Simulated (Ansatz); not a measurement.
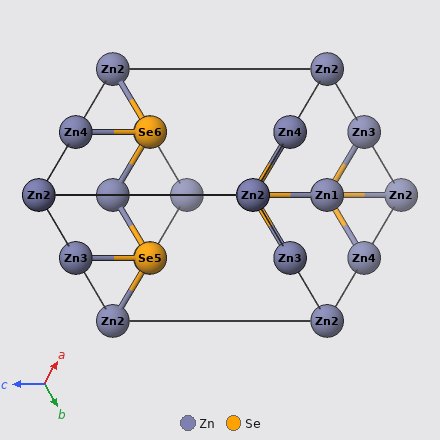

The system is ZnSe (P4/nmm phase) with one H guest (9 atoms in the cell, cell charge +1); the picture shows it without the atoms that are moved over the map. 
- A guest moved over a lattice plane through the rigid host; the plane is (1 0 1) of the conventional cell, half-way across the widest gap between atomic layers, origin above Zn3.
- Places are given modulo a cell vector. The map is drawn in real space over the plane of the scan.
- Nothing is relaxed (host rigid, guest held in the plane).
- The scan uses a 6 × 6 grid; 22 points were computed and 12 follow by symmetry. At 2 points there is no value (left out of the scan, as a rule where atoms come close).
- Energies are in eV per cell, from the lowest grid point.
- The band gap closes in part of the range. The cell is charged on a uniform background, without a charge correction.
- These are results of DFT PBEsol, scalar-relativistic, plane waves, PAW in Ansatz 0.2.0, not measurements. Settings: cutoff 420 eV, k-mesh 6×6×6, gaussian smearing 0.05 eV, no spin polarisation.

Range: place of H9 along a1 from 0.000 to 0.833; place of H9 along a2 from 0.000 to 0.833.

Q: What will the energy surface look like?

A: The lowest grid point is at (2/6, 0/6) of the cell vectors [nearest 1 Se at 1.57 Å]. Relaxing all atoms from the lowest point lowers the energy by a further 0.34 eV. The highest grid point, (0/6, 1/6) of the cell vectors [nearest 1 Zn at 1.06 Å], lies 4.54 eV above the lowest.

| place of H9 along a2 ↓, place of H9 along a1 → | 0/6 | 1/6 | 2/6 | 3/6 | 4/6 | 5/6 |
| --- | --- | --- | --- | --- | --- | --- |
| 5/6 | 4.54 | 0.77 | 0.05 | 0.29 | 1.27 | 1.16 |
| 4/6 | 1.13 | 1.26 | 0.25 | 0.07 | 0.82 | 4.54 |
| 3/6 | 1.33 | 1.62 | 0.33 | 0.01 | 1.03 | – |
| 2/6 | 1.13 | 1.26 | 0.25 | 0.07 | 0.82 | 4.54 |
| 1/6 | 4.54 | 0.77 | 0.05 | 0.29 | 1.27 | 1.16 |
| 0/6 | – | 0.90 | 0.00 | 0.38 | 1.63 | 1.40 |

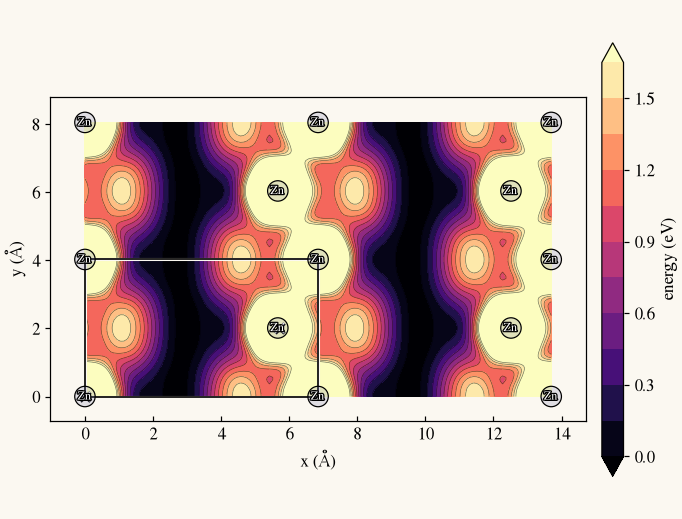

Drawn: filled contours, crosses at grid points without a value, labelled circles for the fixed atoms within 1 Å of the plane, the outline of one cell of the 2 × 2 shown, one colour for all values above the top of the scale. Between grid points the surface is interpolated.

Each point was launched as `ansatz run input.yaml --threads 4 --pin off --max-ram 8192MiB --backend cpu --events-out ev --progress --plain --runs-dir out`. Time for the 22 points that were run: 15 min on 4 threads of Arm Neoverse V2 (shared host).

PAW datasets: the set soft_1.
